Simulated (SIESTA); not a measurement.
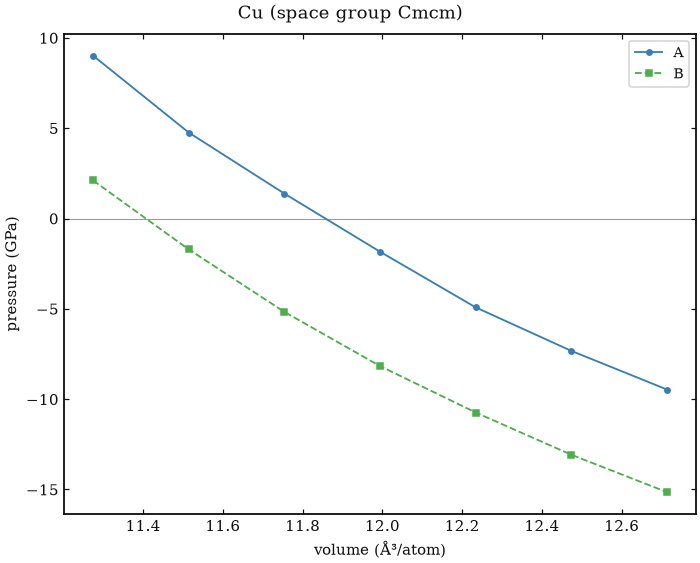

The picture above shows the pressure against volume, with one curve for each functional, for Cu (space group Cmcm). The labels are replaced by letters. In alphabetical order the cases are: LDA; PBEsol.

Calculation (SIESTA 5.4.2): DFT in numerical atomic orbitals with pseudopotentials, no spin polarisation; energies at scaled volumes of the given cell, shape and fractions fixed, counted from the fit's minimum, third-order Birch-Murnaghan fit. All runs: no spin polarisation.

```json
{"setting": "k mesh", "value": "11×11×11"}
{"setting": "occupations", "value": "Fermi–Dirac"}
{"setting": "smearing width", "value": "0.05 eV"}
{"setting": "potentials", "value": "PseudoDojo 0.4 standard, converted to PSML, two zetas on semicore shells"}
```

**Which letter stands for which functional?**

A: PBEsol; B: LDA.

Caveats: mulliken charges of long orbitals; short basis over semicore shells; shape and atomic fractions are frozen while scaling, which makes layered, chain and framework solids too stiff.
